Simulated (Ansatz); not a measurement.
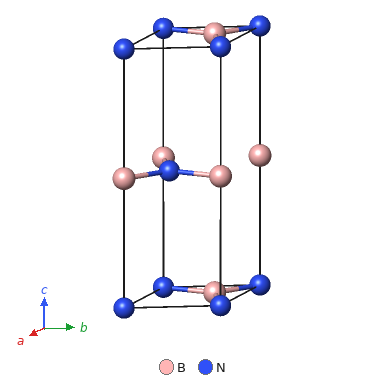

System: a slab cut from BN (slab content B₅N₅), space group P-6m2 (No. 187). The picture shows the bulk cell.

The given structure:
```yaml
crystal:
  lattice:
    - [2.50071, 0.00000, 0.00000]
    - [-1.25035, 2.16568, 0.00000]
    - [0.00000, 0.00000, 6.85992]
  atoms:
    - { symbol: B, position: [0.00000, 0.00000, 0.50000] }
    - { symbol: B, position: [0.33333, 0.66667, 0.00000] }
    - { symbol: N, position: [0.00000, 0.00000, 0.00000] }
    - { symbol: N, position: [0.66667, 0.33333, 0.50000] }
```

Method: spacing and rumpling of the atomic planes of a slab cut from the relaxed bulk cell along the Miller plane (conventional indices), bottom to top, after all atoms relax, plane waves with PAW datasets, Γ-centred k mesh (Ansatz 0.2.0). Level: r2SCAN, no spin polarisation.

space group in which the indices count 187; Miller index h 0; Miller index k 0; Miller index l 1; top plane BN; bottom plane BN; planes 5; surface cell (1, 1); slab thickness as cut 13.72 Å; vacuum 15 Å; surface area 5.416 Å²; surface a 2.501 Å; surface b 2.501 Å; surface angle 120 °; slab atoms 10; wave cutoff 500 eV; k mesh 12×12×1; occupations Gaussian; smearing width 0.05 eV; boundary dipole corrected.

Predict the spacing change of each pair of planes. The cases: 1–2; 2–3; 3–4; 4–5.

The least value, 0.000 Å, is that of 1–2 and 4–5, and the largest, 0.001 Å, that of 2–3 and 3–4.

```csv
pair of planes,spacing change (Å),spacing to next (Å)
1–2,0.000,3.430
2–3,0.001,3.431
3–4,0.001,3.431
4–5,0.000,3.430
```

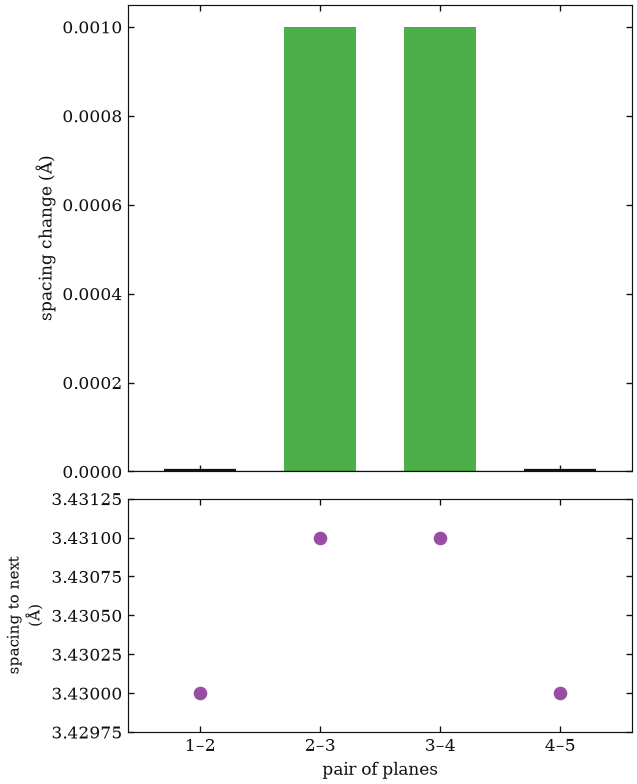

Keep in mind: weakly bound cut without a dispersion correction.
